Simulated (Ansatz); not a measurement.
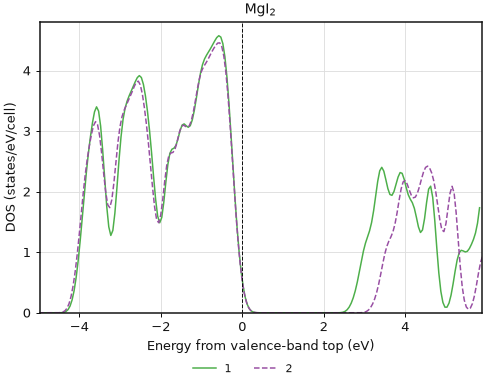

Total densities of states of MgI$_{2}$, space group R3m (No. 160), 3 atoms in the cell, 3R (MoS2) bulk type, by two methods on the same cell. The curves are built from the levels of the k mesh with Gaussians 0.3 eV wide, which also blur the band edges. Each is counted from its own valence-band top.

Which curve is which? The methods: r2SCAN, PBE.

1 is PBE; 2 is r2SCAN. PBE gives a gap of 2.77 eV and r2SCAN gives a gap of 3.28 eV.

Settings. PBE: DFT, PBE, plane waves, PAW, no spin polarisation, 8×8×8 k mesh, 420 eV cutoff, Fermi-Dirac smearing of 0.02 eV (Ansatz 0.2.0). r2SCAN: DFT, r2SCAN, plane waves, PAW, no spin polarisation, 8×8×8 k mesh, 500 eV cutoff (Ansatz 0.2.0).

Spin-orbit coupling is left out, which matters for I.
